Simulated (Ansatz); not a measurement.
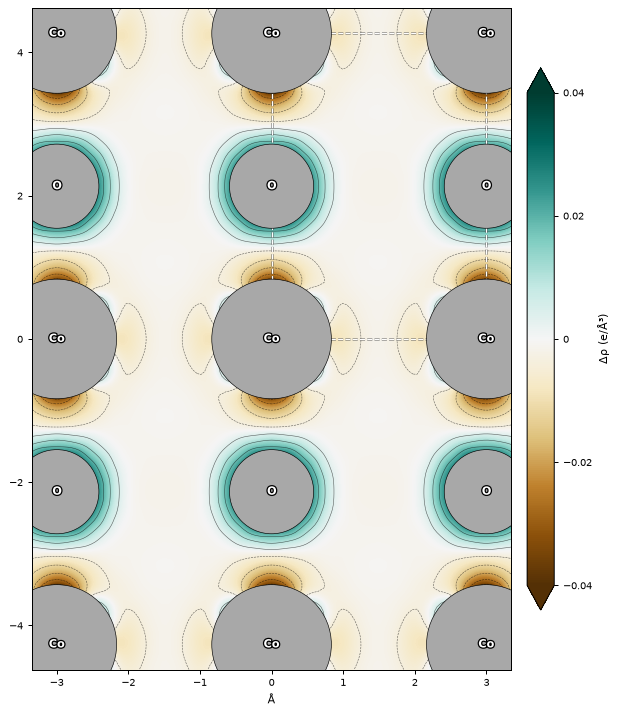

CoO. Difference of the valence pseudo-densities of two functionals at the same geometry, on the (110) plane of the calculation cell: one of LDA and PBE less the other.

Both computed with Ansatz (plane waves, PAW), on the same k-point mesh. Grey discs cover the atomic cores.

```xyz
2
Lattice="-1.5080 1.5080 2.1072 1.5080 -1.5080 2.1072 1.5080 1.5080 -2.1072" Properties=species:S:1:pos:R:3 pbc="T T T"
Co    0.0000    0.0000    0.0000
O     0.0000    0.0000    2.1072
```

Which was subtracted from which, and what does the map show?

Answer. It is PBE less LDA. Against LDA, PBE gives less density around Co (−0.008 e/Å³ on average at 1.0 Å from the nucleus), more density around O (+0.011 e/Å³ on average at 0.7 Å from the nucleus) and a change of −0.013 e/Å³ at the midpoint of Co–O.
